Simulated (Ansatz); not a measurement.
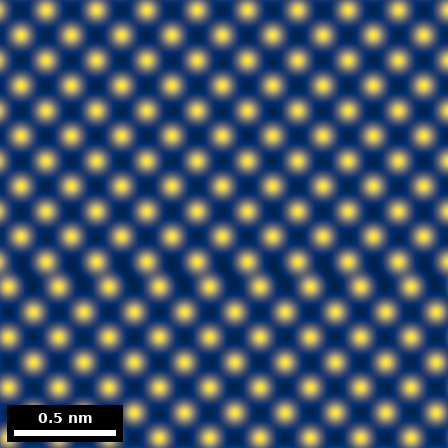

HAADF-like image of Fe (Fd-3m, No. 227) along [001]. Simulation: incoherent imaging, intensity Z^1.6 per atom, probe width 0.90 Å, thin sample. The probe carries 25 % of its weight in a tail 2.5 times as wide.

One planar defect was built into the perfect crystal by geometry alone, without relaxation. Host structure: the geometry given to an electronic-structure calculation, possibly off equilibrium; the starting structure was generated, so it need not be a known form of this composition.

Q: Find the planar defect and say what kind it is.

A planar fault (a stacking fault) runs horizontally about 13 Å below the top edge. The part above it is shifted along the boundary by 1/4 of the 2.47 Å repeat of the rows (0.6 Å to the right, the same as 1.9 Å to the left); both parts keep the same orientation.
